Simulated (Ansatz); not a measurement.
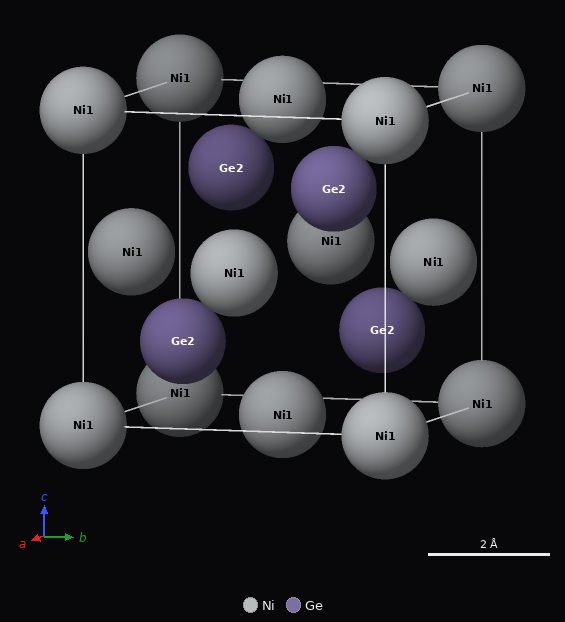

Figure 1. The structure (spheres-only view of the cell 4 times as large as that of the calculation, set on its symmetry axes, seen slightly off an axis; atoms are numbered from 1 in the order of the input). An atom can appear more than once, as a periodic image.

Run report: NiGe, single-point calculation (part 1 of 2)

System: NiGe (2 atoms in the cell).
Method: DFT r2SCAN, scalar-relativistic, plane waves, PAW, spin-polarised (Ansatz 0.2.0).

The structure was built on a prototype by a generator; it need not be a known phase. It belongs to a series of runs on one base structure; here: large parallel starting moments. Figures and captions count atoms from 1; the log counts them from 0 in places.

Log
```
Engine: ansatz 0.2.0, x86_64-unknown-linux-gnu
Pseudopotentials: kind: paw
Pseudopotential: Ni, paw, valence charge 18, recommended cutoff 500 eV (meta_gga), Ni.paw.azcp
Pseudopotential: Ge, paw, valence charge 14, recommended cutoff 500 eV (meta_gga), Ge.paw.azcp
Functional definition: r2SCAN
  parameter k0 = 0.174
  parameter k1 = 0.065
  parameter a1 = 4.9479
  exchange = r2scan_x(k0 = k0, k1 = k1, a1 = a1)
  correlation = r2scan_c
Crystal: 2 atoms, lattice volume = 36.013 Å³
Basis set: ecut = 500 eV, 941 PW (Γ), exchange–correlation on 120×120×120 points (64 copies of the dense FFT grid, shifted against one another)
Bands: 22, of which v1, the nominal top of the filled ones, is band 16 counted from 1 (15 counted from 0)
Symmetry: 24 space group operations
Space group: F-43m (ITA 216), of the structure as read, at distance tolerance 3.3e-5 Å
Magnetic group: BNS 216.74 (UNI 1576), of the structure as read, at distance tolerance 3.3e-5 Å
k-points: 104 of 2744 (time reversal used)
Non-local potential: Ni, projectors of the file, l = 0: 3, l = 1: 2, l = 2: 3, l = 3: 1
Non-local potential: Ge, projectors of the file, l = 0: 2, l = 1: 2, l = 2: 3, l = 3: 1
PAW form: soft (Blöchl's): semilocal exchange-correlation on the pseudo side does not see the compensation charge
PAW frozen core: Ni, regenerated for the run's functional (the file was generated under x = pbe(κ = 0.804, μ = 0.2195149727645171), c = pbe(β = 0.06672455060314922))
PAW frozen core: Ge, regenerated for the run's functional (the file was generated under x = pbe(κ = 0.804, μ = 0.2195149727645171), c = pbe(β = 0.06672455060314922))
PAW one-centre angular grid: Ni, 590 points (default); XC on 160 Gauss nodes
PAW one-centre angular grid: Ge, 590 points (default); XC on 160 Gauss nodes
Initial density: superposition of atomic densities (chi_scale 0.1, normalization cell)
Starting moments: Σ|m| = 2.5 μB on 1 of 2 sites
Initial wavefunctions: pseudopotential atomic-orbital guess
Functional: x = r2scan, c = r2scan; τ floored in thin density (d = 2e-4 eV/Å³)
```
